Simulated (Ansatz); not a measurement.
**Ga5N: density, localisation and related maps**

Input file:

```
crystal:
  lattice:
    - [3.0317774211, 0.0, 0.0]
    - [-1.5158887105, 2.6255962653, 0.0]
    - [0.0, 0.0, 12.319863803]
  atoms:
    - { symbol: Ga, position: [0.0, 0.0, 0.8940738719] }
    - { symbol: Ga, position: [0.6666666667, 0.3333333333, 0.6967079108] }
    - { symbol: Ga, position: [0.0, 0.0, 0.5] }
    - { symbol: Ga, position: [0.6666666667, 0.3333333333, 0.3032920892] }
    - { symbol: Ga, position: [0.0, 0.0, 0.1059261281] }
    - { symbol: "N", position: [0.6666666667, 0.3333333333, 0.0] }
basis:
  ecutwfc: 420
kpoints:
  mp_grid: { grid: [12, 12, 4] }
hamiltonian:
  xc: pbe
scf:
  occupations: { method: gaussian, width: 0.1 }
output:
  forces: true
  stress: true
  eigenvalues: true
  write_density: true
  write_potential: true
  elf: true
  volumetric_format: npy
relax:
  adjacent_minimum: "off"
  f_tol: 0.01
  max_steps: 80
  cell: { stress_tol: 0.05 }
```

Command:

```sh
ansatz run input.yaml --threads 1 --pin off --max-ram 2560MiB --backend cpu --events-out ev --progress --plain --runs-dir out
```

Below, planes, directions and counts refer to the conventional cell (a = 3.05 Å, b = 3.05 Å, c = 12.26 Å, α = 90.00°, β = 90.00°, γ = 120.00°).

The fields are those of the run's last geometry, not of the input's.

Space group P-6m2; a structure generated by program, which may or may not match a known phase.

Computed with Ansatz, DFT PBE, scalar-relativistic, plane waves, PAW.

The density is the valence pseudo-density of a PAW calculation; it isn't the true density close to the nuclei.

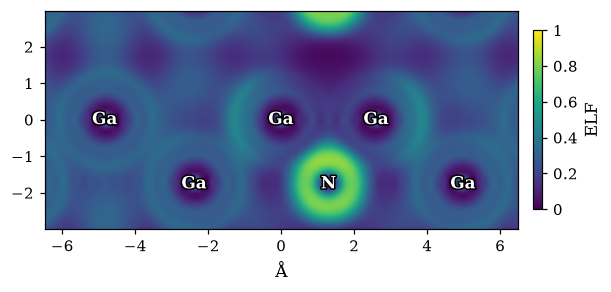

Figure 1. Electron localisation function on the (110) plane of the conventional cell.

### What does the map show?

The plane passes through Ga and N nuclei. Ga–N (2.19 Å): the ELF peaks at about 0.85 in the valence shell of N, 0.7 Å from its nucleus, and is about 0.35 at the midpoint.

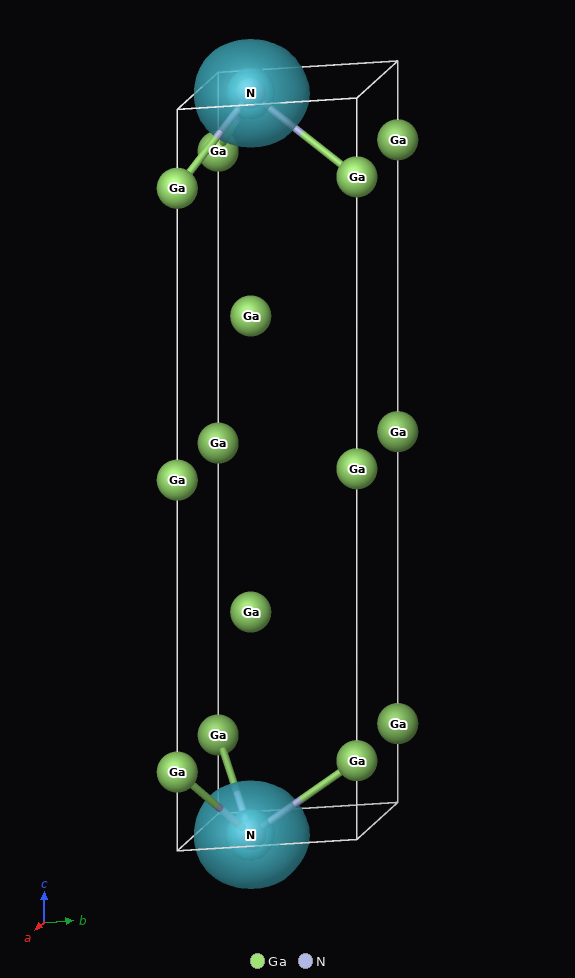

Figure 2. Isosurface of the ELF at 0.65 (cyan), seen slightly off an axis. Only the valence region is drawn (cores and ρ < 0.01 e/Å³ removed). Sticks mark near contacts.

### Describe the localisation domains.

The ELF exceeds this value in one region wrapped around N (its valence shell), counted in one cell of 6 atoms. Any copies at cell faces, edges or corners count once.

### Metal or insulator at this level of theory?

It is metallic or semimetallic at this level of theory: no gap opens.
